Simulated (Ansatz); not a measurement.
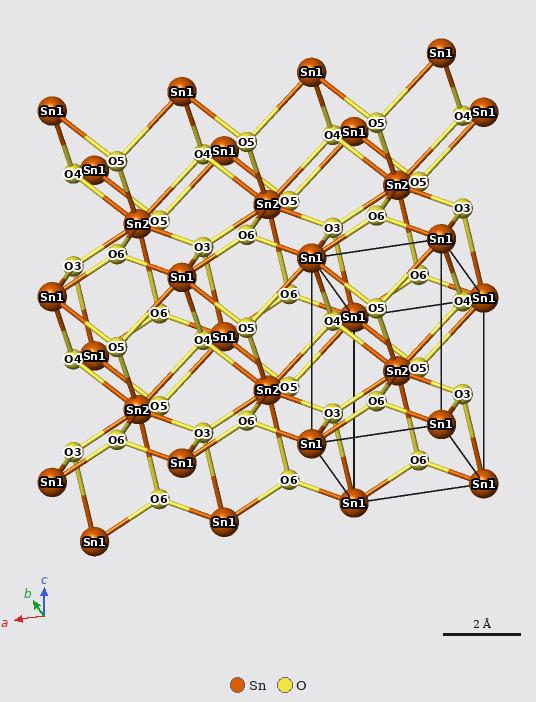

Figure 1. The structure of the first run (ball-and-stick view of the cell of the calculation, repeated 3 × 1 × 2, seen at an oblique angle; atoms are numbered from 1 in the order of the input).

## From SnO$_{2}$ to ZrO$_{2}$

System: SnO$_{2}$ (6 atoms in the cell).
Method of the first run: DFT r2SCAN, scalar-relativistic, plane waves, PAW, no spin polarisation (Ansatz 0.2.0).
System of the second run: ZrO$_{2}$ (P4₂/nmc, 6 atoms in the cell).

On the first run: The structure was made by swapping elements on the sites of another compound; it need not be a known phase. On the second run: The structure derives from a Materials Project entry. Text and figures count atoms from 1; the logs count them from 0 in places.

### Input, the first run
```yaml
crystal:
  lattice:
    - [3.5493453338, 0.0, 0.0]
    - [0.0, 3.5493453338, 0.0]
    - [0.0, 0.0, 5.4277521636]
  atoms:
    - { symbol: Sn, position: [0.0, 0.0, 0.0] }
    - { symbol: Sn, position: [0.5, 0.5, 0.5] }
    - { symbol: O, position: [0.0, 0.5, 0.3227804317] }
    - { symbol: O, position: [0.0, 0.5, 0.8227804317] }
    - { symbol: O, position: [0.5, 0.0, 0.6772195683] }
    - { symbol: O, position: [0.5, 0.0, 0.1772195683] }
basis:
  ecutwfc: 500
kpoints:
  mp_grid: { grid: [8, 8, 6] }
hamiltonian:
  xc: r2scan
scf:
  occupations: { method: gaussian, width: 0.02 }
output:
  forces: true
  stress: true
  eigenvalues: true
relax:
  adjacent_minimum: "off"
  f_tol: 0.01
  max_steps: 60
  cell: { stress_tol: 0.1 }
```

Launched with:
```bash
ansatz run input.yaml --threads 2 --pin off --max-ram 5120MiB --backend cpu --events-out ev --progress --plain --runs-dir out
```

Hardware: 2 threads of Oxide Virtual Turin-like (Zen 5), 32 GiB of memory available, shared host.

### Output, shortened to warnings, some set-up lines, iterations and results (the first run)
```
Basis set: ecut = 500 eV, 1771 PW (Γ), exchange–correlation on 108×108×160 points (64 copies of the dense FFT grid, shifted against one another)
Symmetry: 16 space group operations
k-points: 60 of 384
Initial density: superposition of atomic densities (neutral atoms: chi_scale 0, normalization atom), corrected by the library's trained network
[...]
SCF iter   1: F=—  HF=-14351.249005 eV  |F-HF|=—  |Δ(HF+E_count)|=         —  Δρ=1.22e-2  dr2=9.14e-2  dr2_τ=2.76e-1  ethr=1.77e-3  ⟨swp⟩=6.2  Hψ=8310  notcnv=0
SCF iter   2: F=—  HF=-14351.353782 eV  |F-HF|=—  |Δ(HF+E_count)|=   1.05e-1  Δρ=6.64e-3  dr2=1.75e-2  dr2_τ=1.68e-3  ethr=1.76e-4  ⟨swp⟩=2.0  Hψ=3577  notcnv=0  defer=116
SCF iter   3: F=—  HF=-14351.352538 eV  |F-HF|=—  |Δ(HF+E_count)|=   1.24e-3  Δρ=1.67e-3  dr2=1.29e-3  dr2_τ=1.23e-4  ethr=3.37e-5  ⟨swp⟩=2.0  Hψ=2048  notcnv=0  defer=116
SCF iter   4: F=—  HF=-14351.352546 eV  |F-HF|=—  |Δ(HF+E_count)|=   8.45e-6  Δρ=2.86e-4  dr2=3.11e-5  dr2_τ=4.89e-6  ethr=2.49e-6  ⟨swp⟩=2.8  Hψ=2994  notcnv=0  defer=116
SCF iter   5: F=—  HF=-14351.352556 eV  |F-HF|=—  |Δ(HF+E_count)|=   9.64e-6  Δρ=9.08e-5  dr2=6.03e-6  dr2_τ=3.45e-7  ethr=5.99e-8  ⟨swp⟩=2.4  Hψ=2917  notcnv=0  defer=116
[...]
SCF 1 converged in 7 iterations: F = -14351.352554 eV  dr2 = 8.99e-9
[...]
SCF iter   2: F=—  HF=-14351.352554 eV  |F-HF|=—  |Δ(HF+E_count)|=   2.13e-6  Δρ=2.33e-6  dr2=3.01e-9  dr2_τ=3.62e-10  ethr=2.07e-11  ⟨swp⟩=3.0  Hψ=3921  notcnv=0
SCF iter   3: F=—  HF=-14351.352554 eV  |F-HF|=—  |Δ(HF+E_count)|=  6.44e-10  Δρ=9.47e-7  dr2=8.94e-10  dr2_τ=5.67e-11  ethr=5.80e-12  ⟨swp⟩=2.0  Hψ=2821  notcnv=0
SCF iter   4: F=-14351.352554 eV  HF=-14351.352554 eV  |F-HF|=9.09e-12  |Δ(HF+E_count)|=  8.91e-11  Δρ=2.13e-7  dr2=2.48e-11  dr2_τ=3.59e-12  ethr=1.00e-12  ⟨swp⟩=3.3  …
SCF 2 converged in 4 iterations: F = -14351.352554 eV  dr2 = 2.48e-11
relax step   2: F+E_penalty+E_count = -14351.35255423 eV  Δ(F+E_penalty+E_count) = -1.643e-9 eV  max|allowed force component| = 1.254e-3 eV/Å  Δτ_max = 0.0000 Å  P = +0.024 …
basis re-selected at this cell: Δ(F+E_penalty+E_count) = -1.643e-9 eV, ΔP = -0.000 GPa vs the last step (what re-selecting the basis moved, of the pressure what is left beyond the Pulay correction that the steps carried, after the strain that the cell walked since its last selection, with what the …
SCF converged after 4 iterations
Free energy (F): -14351.352554 eV
Harris-Foulkes:  -14351.352554 eV  (|F-HF|=9.09e-12)
Internal energy: -14351.352554 eV  (E = F + TS)
E sigma→0 (E₀):  -14351.352554 eV
Fermi energy:    10.685938 eV
--- Per-component energies (eV) ---
  E_band       = -105.939999
  E_kinetic    = 1085.823508
  E_local      = -2538.468714  (includes V_loc(G=0)·N_el)
  E_nonlocal   = 130.911457
  E_hartree    = 1357.116203
  E_xc         = -1036.738194
  E_vxc        = -623.531284  (∫ρ·V_xc dr)
  E_paw        = -8983.768751  (= ΣΔE_a)
  E_vpaw       = -913.929390  (= ΣTr[D̂ρ^β])
  E_aug_tail   = 0.004036  (compensation charges beyond the density's cutoff)
  E_vtau       = 39.017895  (kinetic-family band-sum trace: ∫τ·v_τ [+ j·A + Jᵃ·Aᵃ] dr)
  E_ewald      = -4367.574974
  E_core_change = 1.342876  (= ΣΔE_core)
  E_smearing   = -0.000000  (= −TS)
  E_closure    = 0.000000  (closes the sum)
  Σ components = -14351.352554   (vs F -14351.352554, Δ=0.00e0)
--- Forces (eV/Å), atoms counted from 1 ---
  atom   1  Sn     0.00000000     0.00000000     0.00000000
  atom   2  Sn     0.00000000     0.00000000     0.00000000
  atom   3  O      0.00000000     0.00000000     0.00125413
  atom   4  O      0.00000000     0.00000000     0.00125413
  atom   5  O      0.00000000     0.00000000    -0.00125413
  atom   6  O      0.00000000     0.00000000    -0.00125413
  max |Σ_I F_I| component: 1.04e-17 eV/Å
--- Stress (GPa, compression-positive) ---
        0.021820       0.000000       0.000000
        0.000000       0.021820       0.000000
        0.000000       0.000000       0.027733
  P = ⅓ Tr σ = 0.0238 GPa (0.238 kbar)
--- Relaxed structure (1 steps of the walk, 1 accepted, 1 SCFs on fresh bases) ---
  F+E_penalty+E_count = -14351.35255423 eV   max|allowed force component| = 1.254e-3 eV/Å   (the final SCF, on the basis selected at the relaxed cell)
  cell:  # Å, volume = 68.3780 Å³
    - [3.5493453338, 0.0, 0.0]
    - [0.0, 3.5493453338, 0.0]
    - [0.0, 0.0, 5.4277521636]
  atoms:
[...]
```

For the second run the input was changed thus:
```diff
-    - [3.5493453338, 0.0, 0.0]
-    - [0.0, 3.5493453338, 0.0]
-    - [0.0, 0.0, 5.4277521636]
+    - [3.60016846, 0.0, 0.0]
+    - [0.0, 3.60016846, 0.0]
+    - [0.0, 0.0, 5.22515604]
-    - { symbol: Sn, position: [0.0, 0.0, 0.0] }
-    - { symbol: Sn, position: [0.5, 0.5, 0.5] }
-    - { symbol: O, position: [0.0, 0.5, 0.3227804317] }
-    - { symbol: O, position: [0.0, 0.5, 0.8227804317] }
-    - { symbol: O, position: [0.5, 0.0, 0.6772195683] }
-    - { symbol: O, position: [0.5, 0.0, 0.1772195683] }
+    - { symbol: Zr, position: [0.0, 0.0, 0.0] }
+    - { symbol: Zr, position: [0.5, 0.5, 0.5] }
+    - { symbol: O, position: [0.0, 0.5, 0.30177491] }
+    - { symbol: O, position: [0.0, 0.5, 0.80177491] }
+    - { symbol: O, position: [0.5, 0.0, 0.69822509] }
+    - { symbol: O, position: [0.5, 0.0, 0.19822509] }
-  mp_grid: { grid: [8, 8, 6] }
+  mp_grid: { grid: [6, 6, 6] }
-  f_tol: 0.01
-  max_steps: 60
-  cell: { stress_tol: 0.1 }
+  f_tol: 0.005
+  max_steps: 80
+  cell: { stress_tol: 0.05 }
```

What does this change do to the results?

The total energies belong to different systems, so their difference says nothing on which is more stable or more accurate. The gap on the mesh goes from 1.70 to 4.62 eV. The volume per atom goes from 11.40 to 11.30 Å³. The SCF takes 28 iterations over all geometry steps against 11. The irreducible k-points go from 60 to 40. On the same kind of shared host the second run took about 1.5 times as long.

### Output, shortened to warnings, some set-up lines, iterations and results (the second run)
```
Basis set: ecut = 500 eV, 1723 PW (Γ), exchange–correlation on 108×108×160 points (64 copies of the dense FFT grid, shifted against one another)
Symmetry: 16 space group operations
k-points: 40 of 216
Initial density: superposition of atomic densities (neutral atoms: chi_scale 0, normalization atom), corrected by the library's trained network
[...]
SCF iter   1: F=—  HF=-10676.173389 eV  |F-HF|=—  |Δ(HF+E_count)|=         —  Δρ=1.52e-2  dr2=1.85e-1  dr2_τ=3.81e-1  ethr=1.77e-3  ⟨swp⟩=6.0  Hψ=5077  notcnv=0
SCF iter   2: F=—  HF=-10676.295575 eV  |F-HF|=—  |Δ(HF+E_count)|=   1.22e-1  Δρ=6.60e-3  dr2=1.26e-2  dr2_τ=6.71e-3  ethr=3.85e-4  ⟨swp⟩=2.0  Hψ=2300  notcnv=0  defer=80
SCF iter   3: F=—  HF=-10676.295321 eV  |F-HF|=—  |Δ(HF+E_count)|=   2.53e-4  Δρ=2.78e-3  dr2=2.45e-3  dr2_τ=3.49e-4  ethr=2.62e-5  ⟨swp⟩=2.1  Hψ=2222  notcnv=0  defer=80
SCF iter   4: F=—  HF=-10676.295370 eV  |F-HF|=—  |Δ(HF+E_count)|=   4.90e-5  Δρ=3.96e-4  dr2=4.54e-5  dr2_τ=1.10e-5  ethr=5.10e-6  ⟨swp⟩=2.0  Hψ=2144  notcnv=0  defer=80
SCF iter   5: F=—  HF=-10676.295394 eV  |F-HF|=—  |Δ(HF+E_count)|=   2.33e-5  Δρ=9.06e-5  dr2=5.02e-6  dr2_τ=4.29e-7  ethr=9.47e-8  ⟨swp⟩=2.1  Hψ=2084  notcnv=0  defer=80
[... 30 lines ...]
SCF iter   3: F=—  HF=-10676.295854 eV  |F-HF|=—  |Δ(HF+E_count)|=   1.65e-6  Δρ=2.72e-6  dr2=4.22e-9  dr2_τ=7.11e-10  ethr=5.88e-11  ⟨swp⟩=2.0  Hψ=1822  notcnv=0
SCF iter   4: F=—  HF=-10676.295854 eV  |F-HF|=—  |Δ(HF+E_count)|=   4.45e-9  Δρ=1.78e-6  dr2=4.99e-10  dr2_τ=8.84e-10  ethr=8.79e-12  ⟨swp⟩=2.0  Hψ=1796  notcnv=0
SCF iter   5: F=-10676.295854 eV  HF=-10676.295854 eV  |F-HF|=5.46e-11  |Δ(HF+E_count)|=   4.01e-9  Δρ=2.07e-7  dr2=1.01e-11  dr2_τ=1.32e-11  ethr=1.00e-12  ⟨swp⟩=3.0  …
SCF 6 converged in 5 iterations: F = -10676.295854 eV  dr2 = 1.01e-11
relax step   6: F+E_penalty+E_count = -10676.29585403 eV  Δ(F+E_penalty+E_count) = -8.600e-5 eV  max|allowed force component| = 4.069e-4 eV/Å  Δτ_max = 0.0000 Å  P = -0.001 …
basis re-selected at this cell: Δ(F+E_penalty+E_count) = -8.600e-5 eV, ΔP = -0.001 GPa vs the last step (what re-selecting the basis moved, of the pressure what is left beyond the Pulay correction that the steps carried, after the strain that the cell walked since its last selection, with what the …
SCF converged after 5 iterations
Free energy (F): -10676.295854 eV
Harris-Foulkes:  -10676.295854 eV  (|F-HF|=5.46e-11)
Internal energy: -10676.295854 eV  (E = F + TS)
E sigma→0 (E₀):  -10676.295854 eV
Fermi energy:    13.036039 eV
--- Per-component energies (eV) ---
  E_band       = -186.034669
  E_kinetic    = 1378.136635
  E_local      = -2353.400307  (includes V_loc(G=0)·N_el)
  E_nonlocal   = 339.298223
  E_hartree    = 778.112778
  E_xc         = -610.935549
  E_vxc        = -852.420567  (∫ρ·V_xc dr)
  E_paw        = -6579.201680  (= ΣΔE_a)
  E_vpaw       = -305.697591  (= ΣTr[D̂ρ^β])
  E_aug_tail   = 0.004121  (compensation charges beyond the density's cutoff)
  E_vtau       = 51.819140  (kinetic-family band-sum trace: ∫τ·v_τ [+ j·A + Jᵃ·Aᵃ] dr)
  E_ewald      = -3627.852829
  E_core_change = -0.457247  (= ΣΔE_core)
  E_smearing   = -0.000000  (= −TS)
  E_closure    = -0.000000  (closes the sum)
  Σ components = -10676.295854   (vs F -10676.295854, Δ=0.00e0)
--- Forces (eV/Å), atoms counted from 1 ---
  atom   1  Zr     0.00000000     0.00000000     0.00000000
  atom   2  Zr     0.00000000     0.00000000     0.00000000
  atom   3  O      0.00000000     0.00000000    -0.00040687
  atom   4  O      0.00000000     0.00000000    -0.00040687
  atom   5  O      0.00000000     0.00000000     0.00040687
  atom   6  O      0.00000000     0.00000000     0.00040687
  max |Σ_I F_I| component: 6.94e-18 eV/Å
--- Stress (GPa, compression-positive) ---
       -0.001806       0.000000       0.000000
        0.000000      -0.001806       0.000000
        0.000000       0.000000       0.001300
  P = ⅓ Tr σ = -0.0008 GPa (-0.008 kbar)
--- Relaxed structure (5 steps of the walk, 5 accepted, 1 SCFs on fresh bases) ---
  F+E_penalty+E_count = -10676.29585403 eV   max|allowed force component| = 4.069e-4 eV/Å   (the final SCF, on the basis selected at the relaxed cell)
  cell:  # Å, volume = 67.8054 Å³
    - [3.6013519666093, -1.0631511724403432e-35, 0.0]
    - [-1.0631511724403432e-35, 3.6013519666093, 0.0]
[...]
```

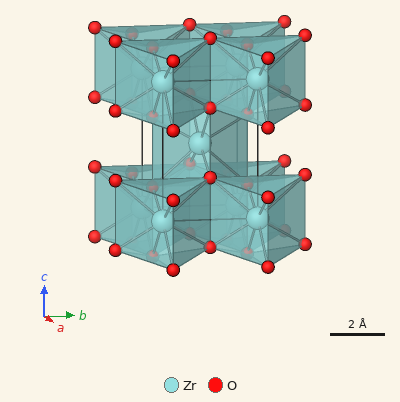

Figure 2. The input structure of the second run (polyhedral view of the cell of the calculation, seen slightly off an axis; polyhedra are completed across the faces of the cell).

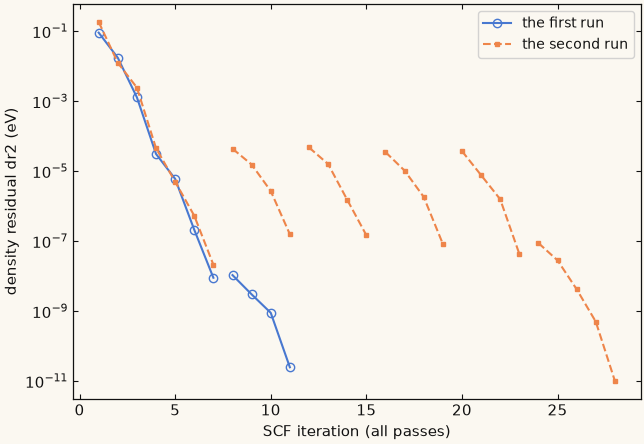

Figure 3. Convergence of the two runs: density residual dr2 against the SCF iteration. A break in a curve parts two SCF passes. The first run takes 11 iterations in all, and the second run takes 28.

### The two runs side by side

| quantity | the first run | the second run |
| --- | --- | --- |
| outcome | converged | converged |
| free energy per atom (eV) | −2391.8921 | −1779.3826 |
| gap on the mesh (eV) | 1.70 | 4.62 |
| pressure (GPa) | 0.02 | 0.00 |
| volume per atom (Å³) | 11.40 | 11.30 |
| largest force (eV/Å) | 0.001 | 0.000 |
| SCF iterations | 11 | 28 |
| irreducible k-points | 60 | 40 |
| wall time (shared host) | 14 s | 20 s |
